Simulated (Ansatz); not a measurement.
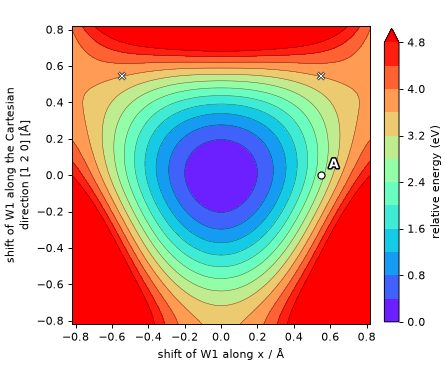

WSe₂ (P6_3/mmc, No. 194; 6 atoms in the cell). One atom moved over a plane, all else fixed (x along [1 0 0], y along [1 2 0], z along [0 0 1] of the conventional cell). First axis: shift of W1 along x. Second axis: shift of W1 along the Cartesian direction [1 2 0]. Nothing is relaxed (all other atoms fixed). The grid has 7 × 7 points; 27 points were computed and 20 follow by symmetry. At 2 points there is no value. Points are written as (first, second). Energies are in eV per cell, from the lowest grid point. The band gap closes in part of the range. These are results of Ansatz 0.2.0, DFT LDA+D3(BJ), scalar-relativistic, plane waves, PAW, not measurements. Settings: cutoff 420 eV, k-mesh 12×12×4 in the order of the run's cell vectors, gaussian smearing 0.05 eV, no spin polarisation.

The picture shows filled contours, crosses at grid points without a value, one colour for all values above the top of the scale, the point A. Between grid points the surface is interpolated.

Is A at rest? If not, where is it pushed?

A, at (0.547 Å, 0.000 Å), is not a stationary point. The computed force is 8.2 eV/Å in the plane, pointing left in the picture (components −7.9 and 2.3 eV/Å).

PAW datasets: the set soft_1.
